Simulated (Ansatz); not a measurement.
BeS

```xyz
8
Lattice="4.8380 0.0000 0.0000 0.0000 0.0000 -4.8380 0.0000 4.8380 0.0000" Properties=species:S:1:pos:R:3 pbc="T T T"
Be    2.4190    0.0000   -2.4190
Be    0.0000    2.4190   -2.4190
Be    0.0000    0.0000    0.0000
Be    2.4190    2.4190    0.0000
S     1.2095    1.2095   -3.6285
S     3.6285    3.6285   -3.6285
S     3.6285    1.2095   -1.2095
S     1.2095    3.6285   -1.2095
```

Space group F-43m.

Method: DFT PBEsol, scalar-relativistic, plane waves, PAW (Ansatz 0.2.0).

### Predict the valence pseudo-density and electron localisation function between the atoms.

Be–S (2.09 Å): the density is about 0.67 e/Å³ at the midpoint; the ELF peaks at about 0.95 between the atoms; a polar covalent bond.

### Does the calculation give a band gap?

It is gapped, with a Kohn–Sham gap of 2.9 eV on the k-point mesh, an upper bound to the gap of this method.

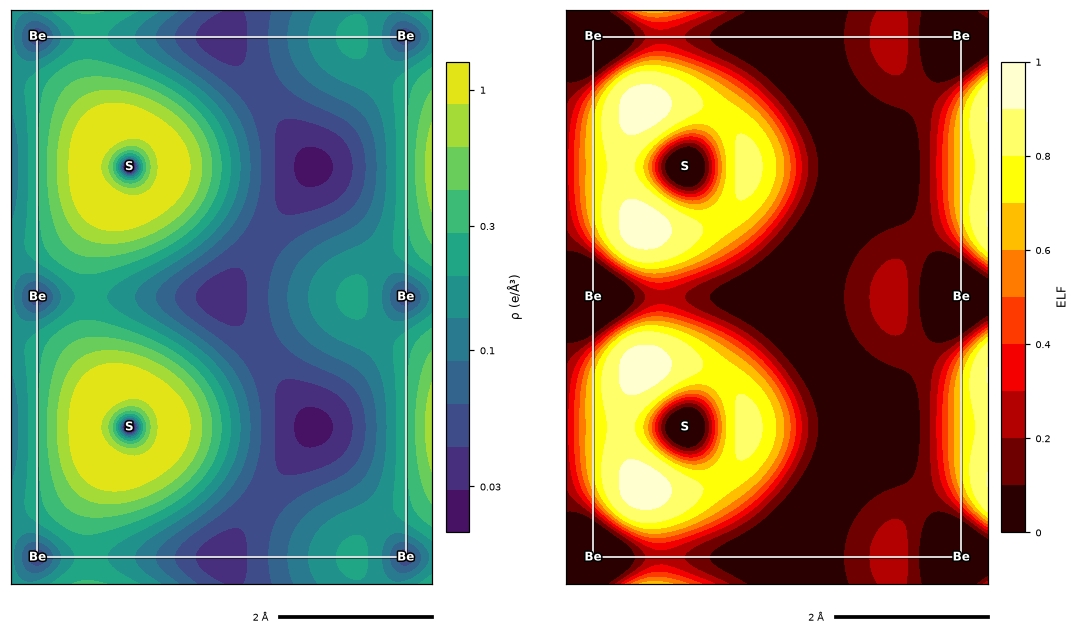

Computed valence pseudo-density and electron localisation function on the (101) plane of the conventional cell, in this order. 

Core electrons are frozen (PAW), and the valence fields are smoothed inside the atomic spheres.
